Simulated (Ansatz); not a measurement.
System: Ir, space group Fm-3m (No. 225) (one of a set of cubic test structures, which need not be the stable phase).

Computed with Ansatz 0.2.0 development build: equation of state of a cubic crystal from periodic Kohn-Sham density functional theory without spin, third-order Birch-Murnaghan fit to the free energies; pressure corrected for the finite basis. Level: HSE06.

structure type fcc; atoms in cell 1; space group number 225; lattice centring face-centred primitive; k mesh 6×6×6; occupation method Fermi–Dirac; occupation width 0.1 eV; wave cutoff 700 eV; datasets hard PAW; density tolerance 0 eV; bands 20; density cutoff ratio 4; search for lower states default; exchange singularity regularized.

Describe the result: the energy above the lowest point against volume. The volume takes the values 13.33, 13.77, 14.20, 14.64, 15.07 Å³/atom.

A third-order Birch–Murnaghan fit gives V0 = 14.01 Å³/atom, B0 = 396 GPa and B′ = 5.0. The energy above the lowest point is 41.0 meV/atom at volume 13.33 Å³/atom and 83.0 meV/atom at 15.07 Å³/atom; the lowest computed point is at volume 14.20 Å³/atom (0.0 meV/atom).

```json
{"volume (Å³/atom)": "13.33", "energy above the lowest point (meV/atom)": "41.0"}
{"volume (Å³/atom)": "13.77", "energy above the lowest point (meV/atom)": "1.9"}
{"volume (Å³/atom)": "14.20", "energy above the lowest point (meV/atom)": "0.0"}
{"volume (Å³/atom)": "14.64", "energy above the lowest point (meV/atom)": "28.7"}
{"volume (Å³/atom)": "15.07", "energy above the lowest point (meV/atom)": "83.0"}
```

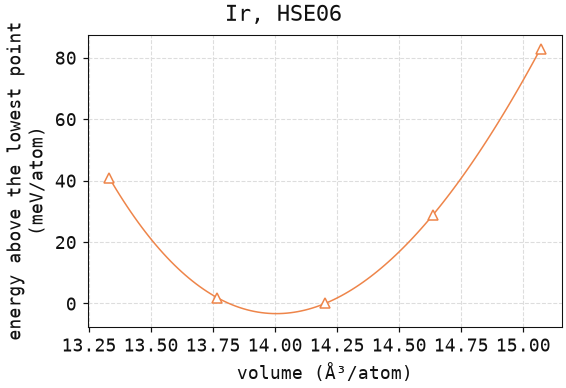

Note: coarse k-mesh, values are not converged in k; pseudopotentials made with PBE, not this functional.
